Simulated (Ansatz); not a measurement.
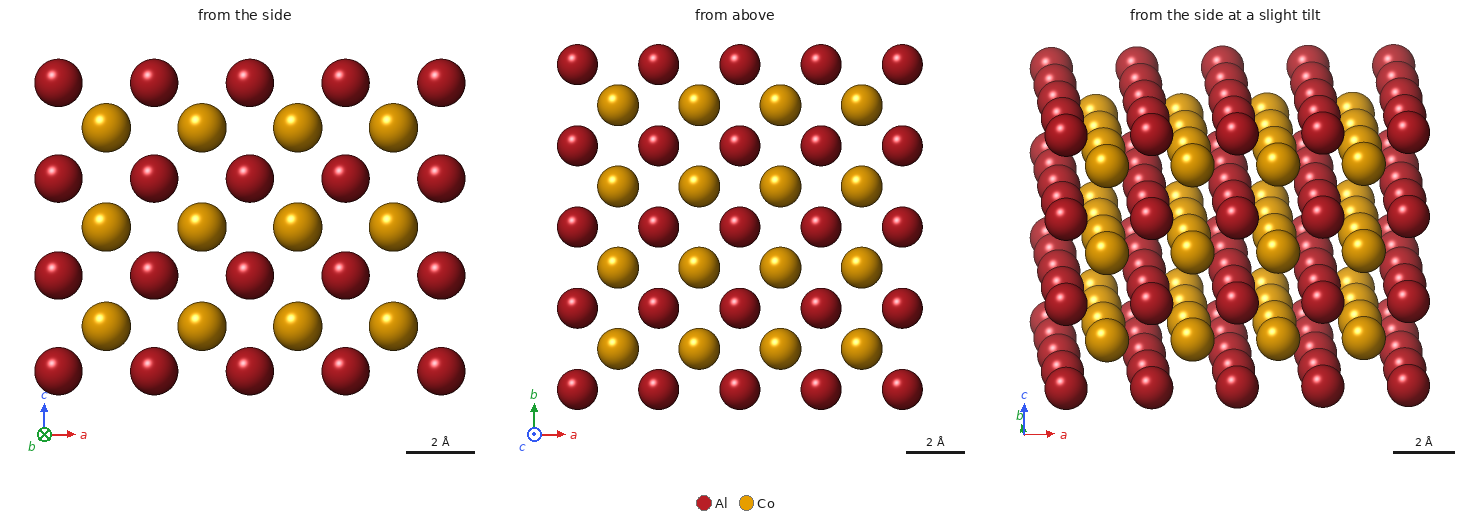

A spheres-only picture of a periodic slab, seen from the side, from above and from the side at a slight tilt. The surface normal points up in side views; the vacuum is left out. 4×4 cells are drawn in the plane, with atoms at the edges repeated.

The cell holds 4 Al, 3 Co. The slab was cut from bulk AlCo (Pm-3m).

> Give the termination of both faces.

The top face ends in Al, the bottom face in Al. The two faces are alike.

> What is its extent along the surface normal?

About 9 Å from the lowest to the highest atom.

> Write the layer sequence, upper face first.

Seven planes: Al / Co / Al / Co / Al / Co / Al.

> What facet is shown?

(1 0 0).

Origin of the cell: a structure listed in the Materials Project, from which a slab was cut. The atoms were relaxed in a fixed cell with DFT PBEsol, scalar-relativistic, plane waves, PAW (Ansatz).
